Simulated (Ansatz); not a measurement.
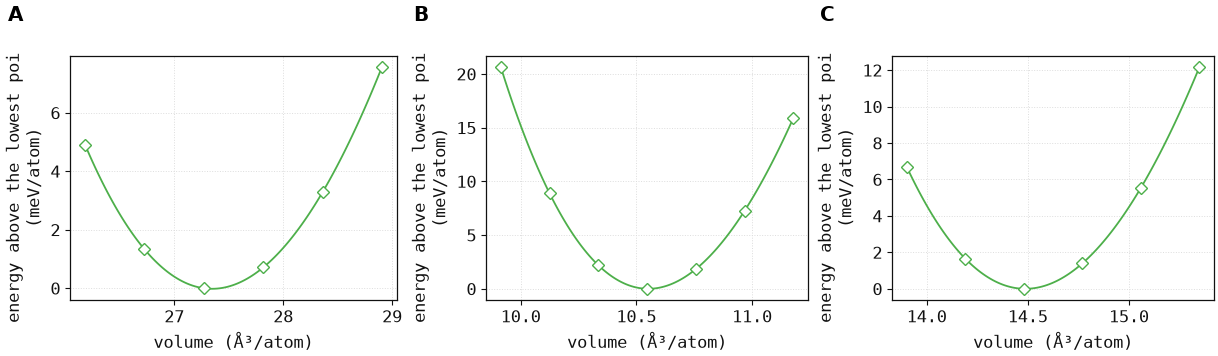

Each panel shows the energy above the lowest point against volume for one of these solids: Ce, Im-3m (No. 229); Ni₂O, Fm-3m (No. 225); Si, Fm-3m (No. 225).

How it was computed, with Ansatz 0.2.0 development build: equation of state of a cubic crystal from periodic Kohn-Sham density functional theory without spin, third-order Birch-Murnaghan fit to the free energies; pressure corrected for the finite basis. Level: PBE.

Q: Match the panels to the solids.

A: A is Ce (energy above the lowest point from 0.000 meV/atom to 7.566 meV/atom, V0 27.35 Å³/atom, B0 29.7 GPa); B is Ni₂O (energy above the lowest point from 0.0 meV/atom to 20.7 meV/atom, V0 10.55 Å³/atom, B0 153 GPa); C is Si (energy above the lowest point from 0.0 meV/atom to 12.2 meV/atom, V0 14.49 Å³/atom, B0 84.1 GPa).

For Ce, limits of the calculation: cubic model structure, not the ambient form; modest k-mesh, values are not fully converged in k; open f shell treated without spin.

For Ni₂O, limits of the calculation: cubic model structure, not the ambient form; no spin polarisation, a magnetic state may lie lower.

For Si, limits of the calculation: cubic model structure, not the ambient form; modest k-mesh, values are not fully converged in k.
